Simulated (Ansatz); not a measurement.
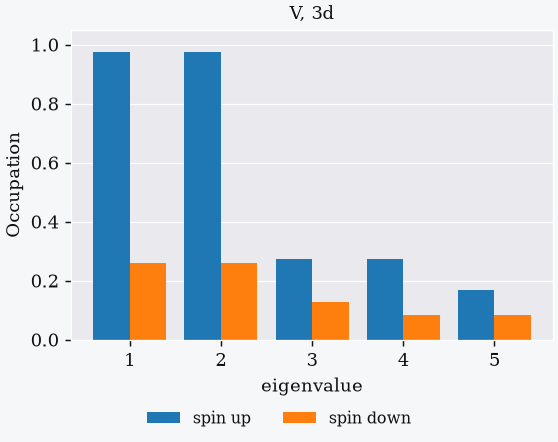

Describe the figure.

Eigenvalues of the local occupation matrix of the d shell (Löwdin-orthogonalised atomic projectors). System: VN, space group Fm-3m (No. 225), 2 atoms in the cell, VN type. Ansatz 0.2.0; DFT r2SCAN+U+J, scalar-relativistic, plane waves, PAW, U = 4 eV, J = 0.9 eV on V d, spin-polarised, 8×8×8 k mesh, Gaussian smearing of 0.05 eV.

Counting eigenvalues over 0.6 as filled, V has 2 filled d states (d²), 2 up and 0 down; the eigenvalues sum to 3.5. The small eigenvalues come from mixing with neighbours' orbitals.

Start of the run: random orbitals: random, high filling. Such runs often end in metastable states, so this need not be the lowest one. The shell occupations typed at the start changed during the run. The occupations of the open shells lower the symmetry of the state. The cell is at 36 GPa in this functional.
